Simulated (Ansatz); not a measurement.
## A series of single points on NbAs

System: NbAs (I4₁md, 4 atoms in the cell).
Method: Kohn-Sham DFT of a periodic cell, PBEsol, all-electron LAPW, scalar-relativistic, no spin polarisation (Ansatz 0.2.0).

The 7 runs differ only in the geometry, by an even scaling of the cell at fixed fractional positions. The structure derives from an entry of the Crystallography Open Database.

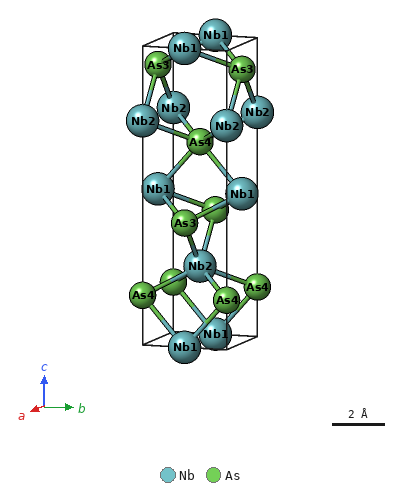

Figure 1. The structure of run 4 (ball-and-stick view of the cell 2 times as large as that of the calculation, set on its symmetry axes, seen slightly off an axis; atoms are numbered from 1 in the order of the input). An atom can appear more than once, as a periodic image.

## Input of run 4
```yaml
crystal:
  lattice:
    - [-1.72585, 1.72585, 5.84]
    - [1.72585, -1.72585, 5.84]
    - [1.72585, 1.72585, -5.84]
  atoms:
    - { symbol: Nb, position: [0.5, 0.0, 0.5] }
    - { symbol: Nb, position: [0.75, 0.75, 0.0] }
    - { symbol: As, position: [0.916, 0.416, 0.5] }
    - { symbol: As, position: [0.166, 0.166, 0.0] }
kpoints:
  mp_grid: { grid: [11, 11, 11] }
scf:
  occupations: { method: fermi_dirac, width: 0.05 }
hamiltonian:
  xc: pbesol
  pseudopotentials: { kind: all_electron, lapw: { basis_error: 0.001 } }
output:
  forces: true
  stress: true
  eigenvalues: true
```

Command:
```bash
ansatz run input.yaml --threads 2 --pin off --max-ram 8192MiB --backend cpu --events-out ev --progress --plain --runs-dir out
```

Lattice vectors (Å) and fractional positions of run 4:
```
  -1.725850    1.725850    5.840000
   1.725850   -1.725850    5.840000
   1.725850    1.725850   -5.840000
Nb  0.500000  0.000000  0.500000
Nb  0.750000  0.750000  0.000000
As  0.916000  0.416000  0.500000
As  0.166000  0.166000  0.000000
```

Run 2 differs from it as follows:
```diff
-    - [-1.72585, 1.72585, 5.84]
-    - [1.72585, -1.72585, 5.84]
-    - [1.72585, 1.72585, -5.84]
+    - [-1.7025248434, 1.7025248434, 5.7610714056]
+    - [1.7025248434, -1.7025248434, 5.7610714056]
+    - [1.7025248434, 1.7025248434, -5.7610714056]
```

## Results, with one run withheld

```csv
run,volume per atom (Å³),"free energy per atom, from the lowest run given (meV)",pressure (GPa),gap on the mesh (eV)
1,16.351,22.85,9.62,0.03
2,16.699,?,?,?
3,17.047,0.00,1.21,0.00
4,17.395,1.31,−2.35,0.00
5,17.743,9.93,−5.54,0.00
6,18.091,25.12,−8.39,0.00
7,18.438,46.18,−10.95,0.00
```

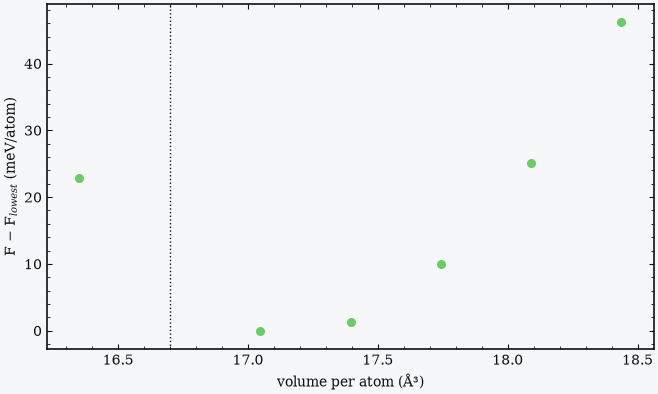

Figure 2. Free energy per atom of the runs given; the dotted line marks run 2.

What should run 2 give?

A cubic polynomial in V^(−2/3) (the Birch–Murnaghan form), fitted to the 6 runs given, misses them by at most 0.01 meV per atom. With x = V^(−2/3) − 0.14842 Å⁻², it reads F = 2.9386 − 3574.2 x + 9.4743e+05 x² + 1.0458e+06 x³ (meV per atom). At run 2 it gives 6.88 meV per atom, and the run itself gives 6.87. The slope of the fit gives a pressure −dF/dV of 5.18 GPa there, and the run prints 5.19 GPa. The fit has its minimum at 17.162 Å³ per atom, where V d²F/dV² gives 179 GPa. Cell shape and fractional positions are held, so this is the stiffness under even scaling; the relaxed bulk modulus wasn't computed.

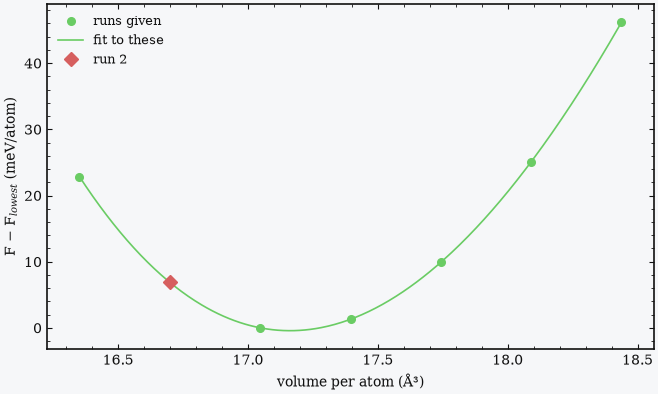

Figure 3. The fit and the withheld run.

## Output, shortened to warnings, some set-up lines, iterations and results (run 2)
```
Basis set: ecut = 275.5632273247807 eV, 707 PW (Γ), FFT grids on a1+a3, a2+a3, a3, exchange–correlation at level 2
Symmetry: 8 space group operations
k-points: 126 of 1331 (time reversal used)
Initial density: superposition of atomic densities (chi_scale 0.1, normalization cell, long waves kept (reshape's long-wave potential 0.00 eV rms))
[...]
SCF iter   1: F=—  HF=-330744.222146 eV  |F-HF|=—  |Δ(HF+E_count)|=         —  Δρ=6.11e-2  dr2=3.72e0  ethr=3.44e-3  ⟨swp⟩=2.0  Hψ=49874  notcnv=0
SCF iter   2: F=—  HF=-330742.527832 eV  |F-HF|=—  |Δ(HF+E_count)|=    1.69e0  Δρ=2.30e-2  dr2=4.68e-1  ethr=3.44e-3  ⟨swp⟩=2.0  Hψ=25071  notcnv=0
SCF iter   3: F=—  HF=-330742.475641 eV  |F-HF|=—  |Δ(HF+E_count)|=   5.22e-2  Δρ=1.59e-2  dr2=2.50e-1  ethr=4.33e-4  ⟨swp⟩=2.0  Hψ=24508  notcnv=0
SCF iter   4: F=—  HF=-330742.456349 eV  |F-HF|=—  |Δ(HF+E_count)|=   1.93e-2  Δρ=3.20e-3  dr2=6.28e-3  ethr=5.82e-6  ⟨swp⟩=2.0  Hψ=41071  notcnv=0
SCF iter   5: F=—  HF=-330742.453656 eV  |F-HF|=—  |Δ(HF+E_count)|=   2.69e-3  Δρ=1.47e-3  dr2=1.73e-3  ethr=5.82e-6  ⟨swp⟩=2.0  Hψ=24469  notcnv=0
SCF iter   6: F=—  HF=-330742.451228 eV  |F-HF|=—  |Δ(HF+E_count)|=   2.43e-3  Δρ=7.86e-4  dr2=3.76e-4  ethr=1.61e-6  ⟨swp⟩=2.0  Hψ=24469  notcnv=0
SCF iter   7: F=—  HF=-330742.451188 eV  |F-HF|=—  |Δ(HF+E_count)|=   4.08e-5  Δρ=2.63e-4  dr2=4.01e-5  ethr=3.49e-7  ⟨swp⟩=2.0  Hψ=24469  notcnv=0
SCF iter   8: F=—  HF=-330742.451188 eV  |F-HF|=—  |Δ(HF+E_count)|=   6.93e-7  Δρ=5.85e-5  dr2=4.19e-6  ethr=3.71e-8  ⟨swp⟩=2.0  Hψ=24469  notcnv=0
SCF iter   9: F=—  HF=-330742.451187 eV  |F-HF|=—  |Δ(HF+E_count)|=   1.16e-6  Δρ=2.28e-5  dr2=4.38e-7  ethr=3.88e-9  ⟨swp⟩=2.0  Hψ=24469  notcnv=0
SCF iter  10: F=-330742.451187 eV  HF=-330742.451187 eV  |F-HF|=7.14e-8  |Δ(HF+E_count)|=   1.10e-7  Δρ=6.86e-6  dr2=6.25e-8  ethr=4.06e-10  ⟨swp⟩=2.0  Hψ=24469  notcnv=0
SCF 1 converged in 10 iterations: F = -330742.451187 eV  dr2 = 6.25e-8
SCF converged after 10 iterations
Free energy (F): -330742.451187 eV
Harris-Foulkes:  -330742.451187 eV  (|F-HF|=7.14e-8)
Internal energy: -330742.445255 eV  (E = F + TS)
E sigma→0 (E₀):  -330742.448221 eV
Entropy (-TS):   -0.005932 eV (-1.483 meV/atom)
Fermi energy:    18.548805 eV
--- Per-component energies (eV) ---
  E_band       = -11383.382269
  E_kinetic    = 340647.012950
  E_xc         = -10847.184986
  E_electrostatic = -660542.273218  (all electrons and nuclei)
  E_smearing   = -0.005932  (= −TS)
  E_closure    = 0.000000  (closes the sum)
  E_atoms      = -330707.457869  (free atoms, spherical and without spin; not in F)
  Σ components = -330742.451187   (vs F -330742.451187, Δ=0.00e0)
  Basis errors (estimates in eV, not in F): energy 3.2e-4 per atom: plane waves 2.9e-4 (1.6e-4 summed), levels above the bands 2.1e-72, relativity 1.1e-8, radial functions 3.5e-5, core shells 3.4e-11; eigenvalues (radial functions only) 1.0e-6; not estimated: angular momenta, meshes, grids; target …
--- Forces (eV/Å), atoms counted from 1 ---
  atom   1  Nb     0.00000000     0.00000000    -0.34145789
  atom   2  Nb     0.00000000    -0.00000000    -0.34145789
  atom   3  As    -0.00000000     0.00000000     0.34145653
  atom   4  As     0.00000000     0.00000000     0.34145653
  max |Σ_I F_I| component: 2.72e-6 eV/Å
--- Stress (GPa, compression-positive) ---
        5.124259       0.000000      -0.000000
        0.000000       5.124259       0.000000
       -0.000000       0.000000       5.314706
  P = ⅓ Tr σ = 5.1877 GPa (51.877 kbar)
```
